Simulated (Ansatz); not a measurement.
# Ir in Ru(0001), 2x2: scattering by a point defect, part 2 of 3

Aim: the resistance that Ir in Ru(0001), 2x2 adds to the host.

Ansatz 0.2.0; Ansatz plane-wave DFT, PBE, PAW files; ballistic transport by layer matching (Landauer), zero bias; PAW set soft_1 (the session's first sound run).

So far, resistivity per at.% scaled from this dense plane, with the factor 3/4 for isotropic scattering (µΩ cm): step 3 (resistance at ideal sites) 0.559.

### Step 4. Relaxing the neighbours

The neighbours of the defect are let go while the lead's layers stay on their sites, since a lead must repeat to 0.01 Å.

This step: Ansatz plane-wave DFT, PBE, PAW files; relaxation with the lead's layers held; PAW set soft_1 (Ansatz 0.2.0).

Contents of input.yaml:

```yaml
crystal:
  lattice:
    - [5.4116, 0.0, 0.0]
    - [-2.7058, 4.6865830751, 0.0]
    - [0.0, 0.0, 34.2552]
  atoms:
    - { symbol: Ru, position: [0.1666666667, 0.3333333333, 0.03125] }
    - { symbol: Ru, position: [0.1666666667, 0.8333333333, 0.03125] }
    - { symbol: Ru, position: [0.6666666667, 0.3333333333, 0.03125] }
    - { symbol: Ru, position: [0.6666666667, 0.8333333333, 0.03125] }
    - { symbol: Ru, position: [0.3333333333, 0.1666666667, 0.09375] }
    - { symbol: Ru, position: [0.3333333333, 0.6666666667, 0.09375] }
    - { symbol: Ru, position: [0.8333333333, 0.1666666667, 0.09375] }
    - { symbol: Ru, position: [0.8333333333, 0.6666666667, 0.09375] }
    - { symbol: Ru, position: [0.1666666667, 0.3333333333, 0.15625] }
    - { symbol: Ru, position: [0.1666666667, 0.8333333333, 0.15625] }
    - { symbol: Ru, position: [0.6666666667, 0.3333333333, 0.15625] }
    - { symbol: Ru, position: [0.6666666667, 0.8333333333, 0.15625] }
    - { symbol: Ru, position: [0.3333333333, 0.1666666667, 0.21875] }
    - { symbol: Ru, position: [0.3333333333, 0.6666666667, 0.21875] }
    - { symbol: Ru, position: [0.8333333333, 0.1666666667, 0.21875] }
    - { symbol: Ru, position: [0.8333333333, 0.6666666667, 0.21875] }
    - { symbol: Ru, position: [0.1666666667, 0.3333333333, 0.28125] }
    - { symbol: Ru, position: [0.1666666667, 0.8333333333, 0.28125] }
    - { symbol: Ru, position: [0.6666666667, 0.3333333333, 0.28125] }
    - { symbol: Ru, position: [0.6666666667, 0.8333333333, 0.28125] }
    - { symbol: Ru, position: [0.3333333333, 0.1666666667, 0.34375] }
    - { symbol: Ru, position: [0.3333333333, 0.6666666667, 0.34375] }
    - { symbol: Ru, position: [0.8333333333, 0.1666666667, 0.34375] }
    - { symbol: Ru, position: [0.8333333333, 0.6666666667, 0.34375] }
    - { symbol: Ru, position: [0.1666666667, 0.3333333333, 0.40625] }
    - { symbol: Ru, position: [0.1666666667, 0.8333333333, 0.40625] }
    - { symbol: Ru, position: [0.6666666667, 0.3333333333, 0.40625] }
    - { symbol: Ru, position: [0.6666666667, 0.8333333333, 0.40625] }
    - { symbol: Ru, position: [0.3333333333, 0.1666666667, 0.46875] }
    - { symbol: Ru, position: [0.3333333333, 0.6666666667, 0.46875] }
    - { symbol: Ru, position: [0.8333333333, 0.1666666667, 0.46875] }
    - { symbol: Ru, position: [0.8333333333, 0.6666666667, 0.46875] }
    - { symbol: Ir, position: [0.1666666667, 0.3333333333, 0.53125] }
    - { symbol: Ru, position: [0.1666666667, 0.8333333333, 0.53125] }
    - { symbol: Ru, position: [0.6666666667, 0.3333333333, 0.53125] }
    - { symbol: Ru, position: [0.6666666667, 0.8333333333, 0.53125] }
    - { symbol: Ru, position: [0.3333333333, 0.1666666667, 0.59375] }
    - { symbol: Ru, position: [0.3333333333, 0.6666666667, 0.59375] }
    - { symbol: Ru, position: [0.8333333333, 0.1666666667, 0.59375] }
    - { symbol: Ru, position: [0.8333333333, 0.6666666667, 0.59375] }
    - { symbol: Ru, position: [0.1666666667, 0.3333333333, 0.65625] }
    - { symbol: Ru, position: [0.1666666667, 0.8333333333, 0.65625] }
    - { symbol: Ru, position: [0.6666666667, 0.3333333333, 0.65625] }
    - { symbol: Ru, position: [0.6666666667, 0.8333333333, 0.65625] }
    - { symbol: Ru, position: [0.3333333333, 0.1666666667, 0.71875] }
    - { symbol: Ru, position: [0.3333333333, 0.6666666667, 0.71875] }
    - { symbol: Ru, position: [0.8333333333, 0.1666666667, 0.71875] }
    - { symbol: Ru, position: [0.8333333333, 0.6666666667, 0.71875] }
    - { symbol: Ru, position: [0.1666666667, 0.3333333333, 0.78125] }
    - { symbol: Ru, position: [0.1666666667, 0.8333333333, 0.78125] }
    - { symbol: Ru, position: [0.6666666667, 0.3333333333, 0.78125] }
    - { symbol: Ru, position: [0.6666666667, 0.8333333333, 0.78125] }
    - { symbol: Ru, position: [0.3333333333, 0.1666666667, 0.84375] }
    - { symbol: Ru, position: [0.3333333333, 0.6666666667, 0.84375] }
    - { symbol: Ru, position: [0.8333333333, 0.1666666667, 0.84375] }
    - { symbol: Ru, position: [0.8333333333, 0.6666666667, 0.84375] }
    - { symbol: Ru, position: [0.1666666667, 0.3333333333, 0.90625] }
    - { symbol: Ru, position: [0.1666666667, 0.8333333333, 0.90625] }
    - { symbol: Ru, position: [0.6666666667, 0.3333333333, 0.90625] }
    - { symbol: Ru, position: [0.6666666667, 0.8333333333, 0.90625] }
    - { symbol: Ru, position: [0.3333333333, 0.1666666667, 0.96875] }
    - { symbol: Ru, position: [0.3333333333, 0.6666666667, 0.96875] }
    - { symbol: Ru, position: [0.8333333333, 0.1666666667, 0.96875] }
    - { symbol: Ru, position: [0.8333333333, 0.6666666667, 0.96875] }
kpoints:
  mp_grid: { grid: [5, 5, 1] }
hamiltonian:
  xc: pbe
  pseudopotentials: { kind: paw, azcp: { folder: soft_1 } }
scf:
  occupations: { method: fermi_dirac, width: 0.1 }
relax:
  f_tol: 0.03
  max_steps: 40
  constraints:
    - { sites: [0, 1, 2, 3, 4, 5, 6, 7, 8, 9, 10, 11, 12, 13, 14, 15, 16, 17, 18, 19, 44, 45, 46, 47, 48, 49, 50, 51, 52, 53, 54, 55, 56, 57, 58, 59, 60, 61, 62, 63] }
```

Run with:

```console
$ ansatz run input.yaml --threads 4 --pin off --max-ram 15360MiB --backend cpu --events-out ev --progress --plain --runs-dir out
```

Numbers of over 12 decimals in the logs are rounded to 6 here.

Output:

```text
Warning: crystal.symmetry: narrowed to the stabiliser of the relax constraints — unitary ops 12 → 6; lowered at sites 20, 21, 22, 23, 44, 45, 46, 47 (the operations that carried what is held of a site onto what its image site leaves free; the constrained walk keeps no symmetry that its constraints do not admit)
[...]
Crystal: 64 atoms, lattice volume = 868.777 Å³
Basis set: ecut = 420 eV, 16909 PW (Γ), exchange–correlation on 80×80×480 points (8 copies of the dense FFT grid, shifted against one another)
Bands: 615, of which v1, the nominal top of the filled ones, is band 513 counted from 1 (512 counted from 0)
Symmetry: 6 space group operations
k-points: 5 of 25 (time reversal used)
[...]
SCF iter   1: F=—  HF=-382337.355474 eV  |F-HF|=—  |Δ(HF+E_count)|=         —  Δρ=1.23e-1  dr2=1.30e2  ethr=3.10e-3  ⟨swp⟩=5.0  Hψ=9930  notcnv=0  defer=1
[...]
SCF iter   7: F=-382297.552218 eV  HF=-382297.552220 eV  |F-HF|=2.69e-6  |Δ(HF+E_count)|=   1.41e-6  Δρ=3.24e-5  dr2=8.16e-6  ethr=2.20e-9  ⟨swp⟩=2.2  Hψ=8693  notcnv=0
SCF 1 converged in 7 iterations: F = -382297.552218 eV  dr2 = 8.16e-6
[...]
relax step   1: F+E_penalty+E_count = -382297.55221774 eV  Δ(F+E_penalty+E_count) = +0.000e0 eV  max|allowed force component| = 1.680e-1 eV/Å  Δτ_max = 0.0000 Å  (7 SCF iters, dr2 threshold 2.25e-5 eV, accepted)
[...]
iter 1 solved again at ethr=5.54e-6 eV; its pass at ethr=3.10e-3 eV (dr2=5.67e-2 eV) is discarded
[...]
SCF iter   6: F=-382297.557599 eV  HF=-382297.557599 eV  |F-HF|=5.09e-8  |Δ(HF+E_count)|=   1.12e-7  Δρ=1.99e-6  dr2=6.88e-8  ethr=1.72e-10  ⟨swp⟩=3.0  Hψ=7883  notcnv=0
SCF 2 converged in 6 iterations: F = -382297.557599 eV  dr2 = 6.88e-8
relax step   2: F+E_penalty+E_count = -382297.55759916 eV  Δ(F+E_penalty+E_count) = -5.381e-3 eV  max|allowed force component| = 7.373e-2 eV/Å  Δτ_max = 0.0208 Å  (6 SCF iters, dr2 threshold 1.76e-6 eV, accepted)
SCF iter   1: F=—  HF=-382297.558660 eV  |F-HF|=—  |Δ(HF+E_count)|=         —  Δρ=5.42e-4  dr2=1.11e-2  ethr=8.46e-6  ⟨swp⟩=2.4  Hψ=5328  notcnv=0  defer=45
[...]
SCF iter   6: F=-382297.559826 eV  HF=-382297.559826 eV  |F-HF|=1.12e-8  |Δ(HF+E_count)|=   6.30e-8  Δρ=9.29e-7  dr2=1.47e-8  ethr=9.76e-12  ⟨swp⟩=3.0  Hψ=9772  notcnv=0
SCF 3 converged in 6 iterations: F = -382297.559826 eV  dr2 = 1.47e-8
relax step   3: F+E_penalty+E_count = -382297.55982647 eV  Δ(F+E_penalty+E_count) = -2.227e-3 eV  max|allowed force component| = 7.415e-3 eV/Å  Δτ_max = 0.0078 Å  (6 SCF iters, accepted)
SCF converged after 6 iterations
Free energy (F): -382297.559826 eV
[...]
Internal energy: -382295.452693 eV  (E = F + TS)
E sigma→0 (E₀):  -382296.506260 eV
Entropy (-TS):   -2.107133 eV (-32.924 meV/atom)
Fermi energy:    23.423544 eV
[...]
--- Forces (eV/Å), atoms counted from 1 ---
  atom   1  Ru     0.00000000     0.00000000     0.00035368
  atom   2  Ru     0.00139971     0.00080812     0.00026212
  atom   3  Ru    -0.00000000    -0.00161625     0.00026212
  atom   4  Ru    -0.00139971     0.00080812     0.00026212
  atom   5  Ru     0.00004535    -0.00002618    -0.00253678
  atom   6  Ru     0.00000000     0.00005237    -0.00253678
  atom   7  Ru    -0.00004535    -0.00002618    -0.00253678
  atom   8  Ru     0.00000000    -0.00000000    -0.00021494
  atom   9  Ru     0.00000000     0.00000000     0.00436009
  atom  10  Ru     0.00124248     0.00071735     0.00364668
  atom  11  Ru     0.00000000    -0.00143469     0.00364668
  atom  12  Ru    -0.00124248     0.00071735     0.00364668
  atom  13  Ru     0.00160108    -0.00092438    -0.00592607
  atom  14  Ru     0.00000000     0.00184876    -0.00592607
  atom  15  Ru    -0.00160108    -0.00092438    -0.00592607
  atom  16  Ru    -0.00000000    -0.00000000    -0.00446485
  atom  17  Ru    -0.00000000     0.00000000    -0.02487391
  atom  18  Ru     0.00176232     0.00101748    -0.02636734
  atom  19  Ru    -0.00000000    -0.00203495    -0.02636734
  atom  20  Ru    -0.00176232     0.00101748    -0.02636734
  atom  21  Ru     0.00162440    -0.00093785    -0.00455740
  atom  22  Ru     0.00000000     0.00187570    -0.00455740
  atom  23  Ru    -0.00162440    -0.00093785    -0.00455740
  atom  24  Ru     0.00000000    -0.00000000    -0.00421937
  atom  25  Ru     0.00000000     0.00000000     0.00571130
  atom  26  Ru     0.00157113     0.00090709     0.00642962
  atom  27  Ru     0.00000000    -0.00181418     0.00642962
  atom  28  Ru    -0.00157113     0.00090709     0.00642962
  atom  29  Ru     0.00641248    -0.00370225    -0.00092653
  atom  30  Ru    -0.00000000     0.00740450    -0.00092653
  atom  31  Ru    -0.00641248    -0.00370225    -0.00092653
  atom  32  Ru     0.00000000    -0.00000000    -0.00070540
  atom  33  Ir     0.00000000     0.00000000     0.00034309
  atom  34  Ru     0.00118870     0.00068630    -0.00018864
  atom  35  Ru     0.00000000    -0.00137260    -0.00018864
  atom  36  Ru    -0.00118870     0.00068630    -0.00018864
  atom  37  Ru     0.00642131    -0.00370734     0.00017508
  atom  38  Ru     0.00000000     0.00741469     0.00017508
  atom  39  Ru    -0.00642131    -0.00370734     0.00017508
  atom  40  Ru    -0.00000000    -0.00000000     0.00046080
[...]
atom  53  Ru     0.00146642    -0.00084664     0.00170470
  atom  54  Ru     0.00000000     0.00169327     0.00170470
  atom  55  Ru    -0.00146642    -0.00084664     0.00170470
  atom  56  Ru    -0.00000000    -0.00000000     0.00107778
  atom  57  Ru    -0.00000000     0.00000000    -0.00479104
  atom  58  Ru     0.00127129     0.00073398    -0.00480949
  atom  59  Ru    -0.00000000    -0.00146795    -0.00480949
  atom  60  Ru    -0.00127129     0.00073398    -0.00480949
  atom  61  Ru    -0.00000964     0.00000556     0.00255988
  atom  62  Ru     0.00000000    -0.00001113     0.00255988
  atom  63  Ru     0.00000964     0.00000556     0.00255988
  atom  64  Ru     0.00000000    -0.00000000     0.00073997
  max |Σ_I F_I| component: 3.38e-5 eV/Å
--- Relaxed structure (3 steps of the walk, 3 accepted, 0 SCFs on fresh bases) ---
  F+E_penalty+E_count = -382297.55982647 eV   max|allowed force component| = 7.415e-3 eV/Å
  atoms:
    - { symbol: Ru, position: [0.166667, 0.333333, 0.03125] }
    - { symbol: Ru, position: [0.166667, 0.833333, 0.03125] }
    - { symbol: Ru, position: [0.666667, 0.333333, 0.03125] }
    - { symbol: Ru, position: [0.666667, 0.833333, 0.03125] }
    - { symbol: Ru, position: [0.333333, 0.166667, 0.093750] }
    - { symbol: Ru, position: [0.333333, 0.666667, 0.093750] }
    - { symbol: Ru, position: [0.833333, 0.166667, 0.093750] }
    - { symbol: Ru, position: [0.833333, 0.666667, 0.093750] }
    - { symbol: Ru, position: [0.166667, 0.333333, 0.15625] }
    - { symbol: Ru, position: [0.166667, 0.833333, 0.15625] }
    - { symbol: Ru, position: [0.666667, 0.333333, 0.15625] }
    - { symbol: Ru, position: [0.666667, 0.833333, 0.15625] }
    - { symbol: Ru, position: [0.333333, 0.166667, 0.218750] }
    - { symbol: Ru, position: [0.333333, 0.666667, 0.218750] }
    - { symbol: Ru, position: [0.833333, 0.166667, 0.218750] }
    - { symbol: Ru, position: [0.833333, 0.666667, 0.218750] }
    - { symbol: Ru, position: [0.166667, 0.333333, 0.28125] }
    - { symbol: Ru, position: [0.166667, 0.833333, 0.28125] }
    - { symbol: Ru, position: [0.666667, 0.333333, 0.28125] }
    - { symbol: Ru, position: [0.666667, 0.833333, 0.28125] }
    - { symbol: Ru, position: [0.333363, 0.166637, 0.343666] }
    - { symbol: Ru, position: [0.333363, 0.666726, 0.343666] }
    - { symbol: Ru, position: [0.833274, 0.166637, 0.343666] }
    - { symbol: Ru, position: [0.833333, 0.666667, 0.343696] }
    - { symbol: Ru, position: [0.166667, 0.333333, 0.406045] }
    - { symbol: Ru, position: [0.166853, 0.833426, 0.406159] }
    - { symbol: Ru, position: [0.666574, 0.333147, 0.406159] }
    - { symbol: Ru, position: [0.666574, 0.833426, 0.406159] }
    - { symbol: Ru, position: [0.333736, 0.166264, 0.468382] }
    - { symbol: Ru, position: [0.333736, 0.667472, 0.468382] }
    - { symbol: Ru, position: [0.832528, 0.166264, 0.468382] }
    - { symbol: Ru, position: [0.833333, 0.666667, 0.468500] }
    - { symbol: Ir, position: [0.166667, 0.333333, 0.531220] }
    - { symbol: Ru, position: [0.166763, 0.833382, 0.531219] }
    - { symbol: Ru, position: [0.666618, 0.333237, 0.531219] }
    - { symbol: Ru, position: [0.666618, 0.833382, 0.531219] }
    - { symbol: Ru, position: [0.333739, 0.166261, 0.594059] }
    - { symbol: Ru, position: [0.333739, 0.667477, 0.594059] }
    - { symbol: Ru, position: [0.832523, 0.166261, 0.594059] }
    - { symbol: Ru, position: [0.833333, 0.666667, 0.593942] }
    - { symbol: Ru, position: [0.166667, 0.333333, 0.656390] }
[...]
- { symbol: Ru, position: [0.333333, 0.166667, 0.84375] }
    - { symbol: Ru, position: [0.333333, 0.666667, 0.84375] }
    - { symbol: Ru, position: [0.833333, 0.166667, 0.84375] }
    - { symbol: Ru, position: [0.833333, 0.666667, 0.84375] }
    - { symbol: Ru, position: [0.166667, 0.333333, 0.906250] }
    - { symbol: Ru, position: [0.166667, 0.833333, 0.906250] }
    - { symbol: Ru, position: [0.666667, 0.333333, 0.906250] }
    - { symbol: Ru, position: [0.666667, 0.833333, 0.906250] }
    - { symbol: Ru, position: [0.333333, 0.166667, 0.96875] }
    - { symbol: Ru, position: [0.333333, 0.666667, 0.96875] }
    - { symbol: Ru, position: [0.833333, 0.166667, 0.96875] }
    - { symbol: Ru, position: [0.833333, 0.666667, 0.96875] }
```

Run time: 5.9 min. Hardware: 4 threads of Intel Xeon Platinum 8175M at 2.50GHz (Skylake/Cascade Lake), shared host; peak memory 8.2 GiB.

Step by step:

| step | energy less that of the first step (eV) | largest force component (eV/Å) |
| --- | --- | --- |
| 1 | 0.0000 | 0.1680 |
| 2 | -0.0054 | 0.0737 |
| 3 | -0.0076 | 0.0074 |

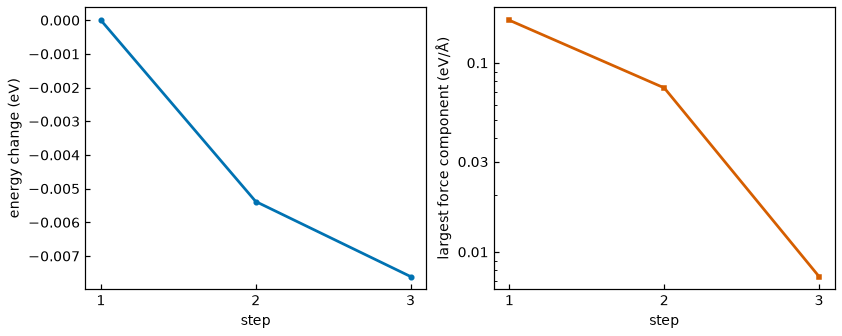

Energy and largest force along the relaxation.

The atoms that moved most (Å):

| atom | dx | dy | dz | length |
| --- | --- | --- | --- | --- |
| Ru30 | 0.000 | 0.004 | -0.013 | 0.013 |
| Ru29 | 0.003 | -0.002 | -0.013 | 0.013 |
| Ru31 | -0.003 | -0.002 | -0.013 | 0.013 |
| Ru39 | -0.003 | -0.002 | 0.011 | 0.011 |
| Ru38 | 0.000 | 0.004 | 0.011 | 0.011 |
| Ru37 | 0.003 | -0.002 | 0.011 | 0.011 |
| Ru32 | 0.000 | 0.000 | -0.009 | 0.009 |
| Ru25 | 0.000 | 0.000 | -0.007 | 0.007 |

Numbers from this step:

```
free energy             : -382297.5598 eV
energy at zero smearing : -382296.5063 eV
```

The largest force component on a free atom ends at 0.0074 eV/Å, under the tolerance of 0.03, after 3 steps.

(Part 2 of 3 ends here.)

[Logs are printed without paths, hosts, clocks, repeated set-up lines and the standing remarks that a program may print on its own settings, such as how far it seeks lower states.]

[Hosts, paths, dates, database ids (printed as entryN), source tags and the programs' standing remarks are cut or masked in the printed files.]
